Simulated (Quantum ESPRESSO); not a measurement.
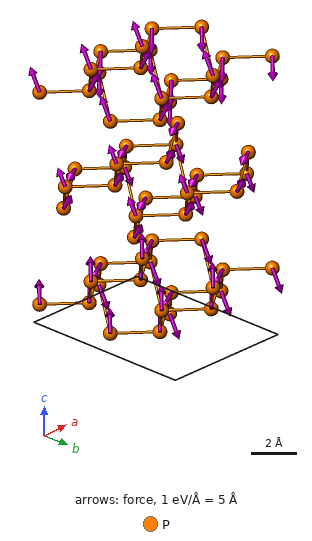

Starting geometry of a slab of composition P with the computed forces as purple arrows. A ball-and-stick model of the 2 × 2 repeat of the cell, outlined in the plane, without the vacuum, seen from a free direction.

The run lets the atoms move in a fixed cell.

Method: Kohn-Sham DFT of a periodic cell, PBEsol, GBRV 1.5 PBEsol (Quantum ESPRESSO).

Input file:
```
&CONTROL
  calculation = 'relax'
  prefix = 'pwscf'
  outdir = './tmp'
  pseudo_dir = './pseudo'
  tprnfor = .true.
  disk_io = 'low'
  nstep = 40
  forc_conv_thr = 0.0004
  etot_conv_thr = 1d-05
/
&SYSTEM
  ibrav = 0
  nat = 12
  ntyp = 1
  ecutwfc = 45
  ecutrho = 360
  nbnd = 40
  occupations = 'smearing'
  smearing = 'fd'
  degauss = 0.00367493
/
&ELECTRONS
  conv_thr = 2.4d-09
  electron_maxstep = 120
  mixing_beta = 0.5
/
&IONS
  ion_dynamics = 'bfgs'
/
ATOMIC_SPECIES
P     30.9738 p_pbesol_v1.5.uspp.F.UPF
CELL_PARAMETERS angstrom
   3.3136000000    0.0000000000    0.0000000000
   0.0000000000    4.3763000000    0.0000000000
   0.0000000000    0.0000000000   23.5614252000
ATOMIC_POSITIONS crystal
P      0.0000000000    0.0806000000    0.2086705179
P      0.0000000000    0.9194000000    0.3006365337
P      0.5000000000    0.4194000000    0.2086705179
P      0.5000000000    0.5806000000    0.3006365337
P      0.5000000000    0.0806000000    0.4310254882
P      0.5000000000    0.9194000000    0.5229915039
P      0.0000000000    0.4194000000    0.4310254882
P      0.0000000000    0.5806000000    0.5229915039
P      0.0000000000    0.0806000000    0.6533804585
P      0.0000000000    0.9194000000    0.7453464742
P      0.5000000000    0.4194000000    0.6533804585
P      0.5000000000    0.5806000000    0.7453464742
K_POINTS automatic
10 8 1 0 0 0
```

Launched with:
```bash
OMP_NUM_THREADS=1 mpirun -n 8 pw.x -nk 2 -in pw.in > pw.out
```

**What follows when this structure is relaxed?**

It isn't relaxed: the largest force vector, on P atoms, is 0.25 eV/Å. The final displacements have little in common with the starting forces (cosine between the two patterns 0.24). Over 17 geometry steps the energy falls by 29.3 meV per cell of the calculation. Largest force component: 0.25 eV/Å at the start, 0.0033 eV/Å at the end. The largest moves relative to the layer's centre, 0.12 Å, are those of P atoms. The cell doesn't change. Some distances before and after: P–P 2.279 → 2.251 Å, P–P 2.223 → 2.229 Å.
